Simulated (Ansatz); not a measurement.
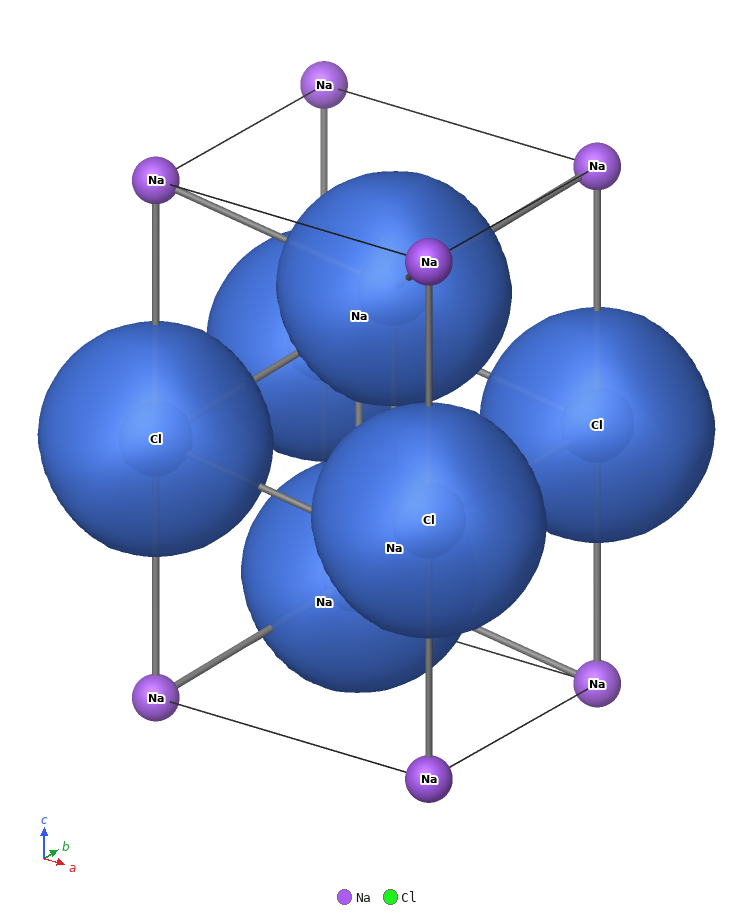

NaCl. Isosurface of the ELF at 0.7 (blue), seen slightly off an axis. Only the valence region is drawn (cores and ρ < 0.01 e/Å³ removed). Sticks mark near contacts.

Space group R-3m; started from the CsCl prototype, which need not be the ambient phase; changed on purpose from its base cell (epitaxial 111 strain +0.9%).

These are results of Ansatz, DFT, r2SCAN, plane waves, PAW, not measurements.

Core electrons are frozen (PAW), and the valence fields are smoothed inside the atomic spheres.

Input file:

```
crystal:
  lattice:
    - [3.4597877194, -0.0302020726, -0.0302020726]
    - [-0.0302020726, 3.4597877194, -0.0302020726]
    - [-0.0302020726, -0.0302020726, 3.4597877194]
  atoms:
    - { symbol: Na, position: [0.0, 0.0, 0.0] }
    - { symbol: Cl, position: [0.5, 0.5, 0.5] }
kpoints:
  mp_grid: { grid: [8, 8, 8] }
  band_path:
    path:
      - [0.0, 0.0, 0.0]
      - [0.0, 0.5, 0.0]
      - [0.5, 0.5, 0.0]
      - [0.5, 0.5, 0.5]
      - [0.0, 0.5, 0.5]
    npoints: 1
hamiltonian:
  xc: r2scan
scf:
  occupations: { method: fixed }
  n_extra_bands: 4
output:
  forces: true
  stress: true
  eigenvalues: true
  write_density: true
  write_potential: true
  elf: true
  volumetric_format: npy
```

Run with:

```sh
ansatz run input.yaml --threads 4 --pin off --max-ram 3686MiB --backend cpu --events-out ev --progress --plain --runs-dir out
```

Below, planes, directions and counts refer to the conventional cell (a = 4.94 Å, b = 4.94 Å, c = 5.89 Å, α = 90.00°, β = 90.00°, γ = 120.00°).

### Where are the electrons localised?

At this value the surface marks out three regions wrapped around Cl (the valence shell of each), counted in one cell of 6 atoms. Any copies at cell faces, edges or corners count once.

Values along the shortest contacts:
Na–Cl (2.94 Å): the ELF peaks at about 0.90 in the valence shell of Cl, 0.8 Å from its nucleus, and falls to about 0 next to Na; a closed-shell, largely ionic contact. Na–Cl (3.01 Å): the ELF peaks at about 0.90 in the valence shell of Cl, 0.8 Å from its nucleus, and is about 0.40 at the midpoint: a largely ionic contact.
